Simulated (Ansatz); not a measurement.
PbO2

Input

```
crystal:
  lattice:
    - [0.0, 2.701992, 2.701992]
    - [2.701992, 0.0, 2.701992]
    - [2.701992, 2.701992, 0.0]
  atoms:
    - { symbol: Pb, position: [0.0, 0.0, 0.0] }
    - { symbol: O, position: [0.75, 0.75, 0.75] }
    - { symbol: O, position: [0.25, 0.25, 0.25] }
hamiltonian:
  xc: pbe
  pseudopotentials: { kind: paw }
kpoints:
  mp_grid: { grid: [9, 9, 9] }
scf:
  occupations: { method: gaussian, width: 0.016 }
output:
  forces: true
  stress: true
  eigenvalues: true
  write_density: true
  write_potential: true
  elf: true
  volumetric_format: npy
```

Command:

```sh
ansatz run input.yaml --threads 2 --pin off --max-ram 5632MiB --backend cpu --events-out ev --progress --plain --runs-dir out
```

Below, planes, directions and counts refer to the conventional cell (a = 5.40 Å, b = 5.40 Å, c = 5.40 Å, α = 90.00°, β = 90.00°, γ = 90.00°).

Space group Fm-3m; a structure from a database of computed crystals, not necessarily the ambient phase.

Method: Kohn-Sham DFT of a periodic cell, PBE, Ansatz PAW in Ansatz.

Question: Predict the valence pseudo-density and electron localisation function between the atoms.

Answer: Pb–O (2.34 Å): ρ at the midpoint is about 0.44 e/Å³; the ELF peaks at about 0.85 in the valence shell of O, 0.6 Å from its nucleus, and drops to about 0.20 between the two atoms.

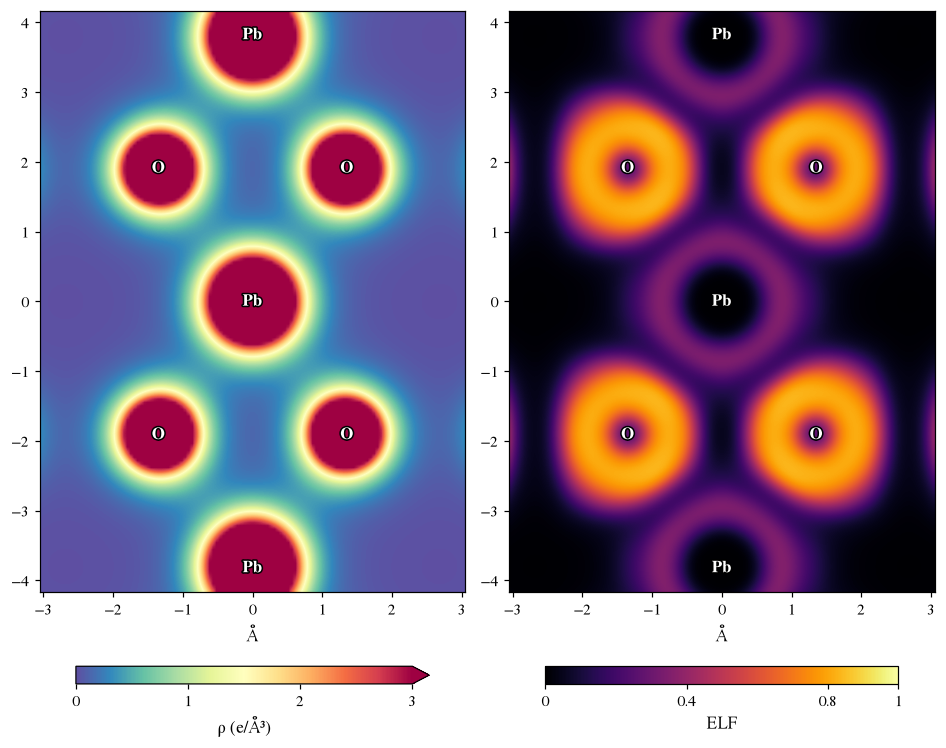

Computed valence pseudo-density and electron localisation function on the (110) plane of the conventional cell, in this order. 

In a PAW calculation such maps are meaningful between the atoms, not at the nuclei.
